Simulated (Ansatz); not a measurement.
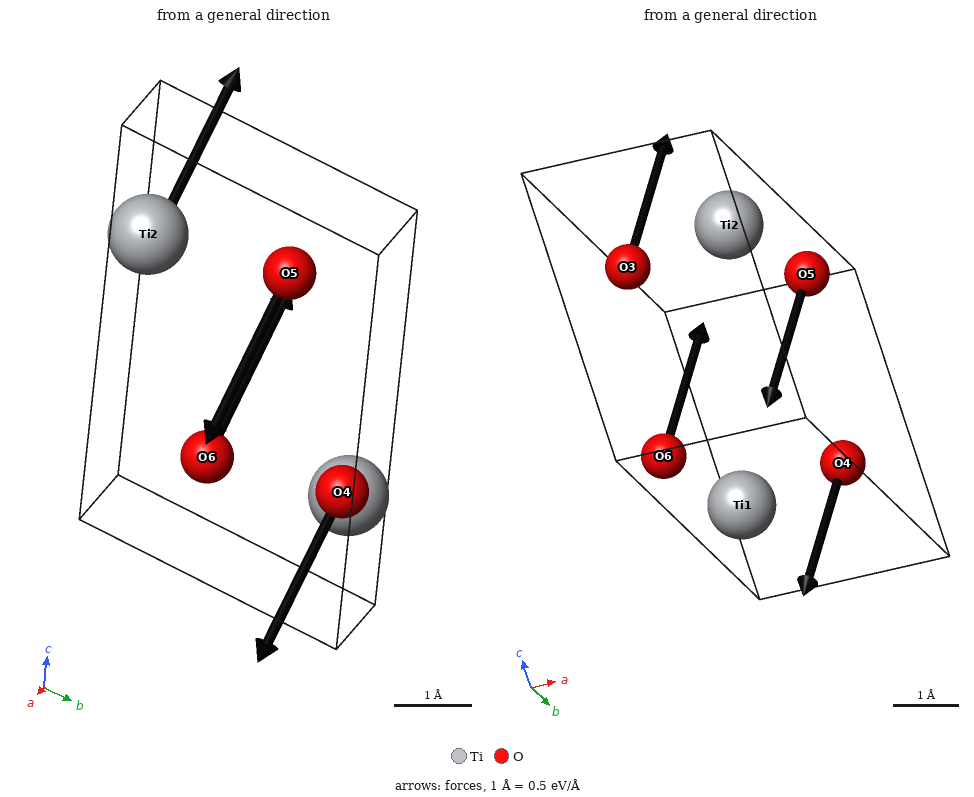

We look at a spheres-only model of the crystal from two general directions. One simulation cell is framed, with atoms on its boundary repeated. The arrows are the computed forces on the atoms.

System: TiO2. Calculation details: DFT r2SCAN, scalar-relativistic, plane waves, PAW (Ansatz 0.2.0); cutoff 500 eV, the zone sampled with 6×6×6 points, Gaussian smearing of 0.05 eV, no spin polarisation.

Is this an equilibrium geometry?

No. The atoms still feel forces of up to about 1.1 eV/Å, far above a usual threshold of 0.01 to 0.03 eV/Å.

Where does the largest force act?

All O atoms, about 1.1 eV/Å.

The initial geometry was a structure listed in the Materials Project. The cell was then strained or its atoms displaced on purpose. Ansatz was used for an electronic-structure calculation on it.
